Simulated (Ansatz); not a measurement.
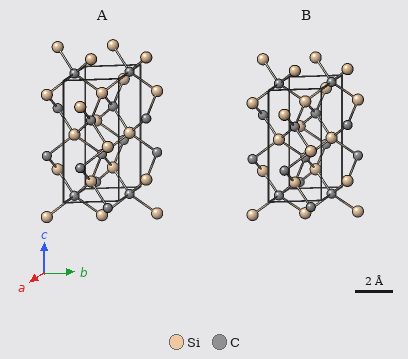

Two geometries of crystalline SiC (a generated structure, set up in P6_222) (coarse preliminary run), drawn at one scale. One is the start of a relaxation, the other its converged end. A ball-and-stick model of the cell of the calculation, seen slightly off an axis.

These are results of DFT PBE, scalar-relativistic, plane waves, PAW in Ansatz, not measurements. Settings: plane-wave cutoff 420 eV; k-point mesh 6 × 6 × 4; occupations gaussian; smearing width 0.1 eV; no spin polarisation; cell and atoms relaxed; force threshold 0.04 eV/Å; at most 70 steps.

Which of the two is the end point?

Structure A is the relaxed one. After 5 accepted moves (7 points after the start) the energy has fallen by 290 meV per atom. All forces vanish by symmetry, so only the cell relaxes. Pressure: 61.12 GPa at the start and 0.04 GPa at the end. At 2 points the geometry stayed and the basis and grid were re-selected for the new cell (energy shift of 7.9 meV per atom at most each time). No atom moves by more than 0.005 Å relative to the cell. Cell: a = b 2.947 → 3.086 Å (+4.7 %), c 6.455 → 7.058 Å (+9.3 %). Volume +19.9 %. Some distances before and after: C–Si 1.825 → 1.940 Å. Among the angles between lasting bonds that change: C–Si–C 107.7° → 105.4°, Si–C–Si 107.7° → 105.4°. The space group stays P6_222 (No. 180). Cost: 22 s on 1 thread of Arm Neoverse V1, with other jobs on the host, peak memory 0.33 GiB.
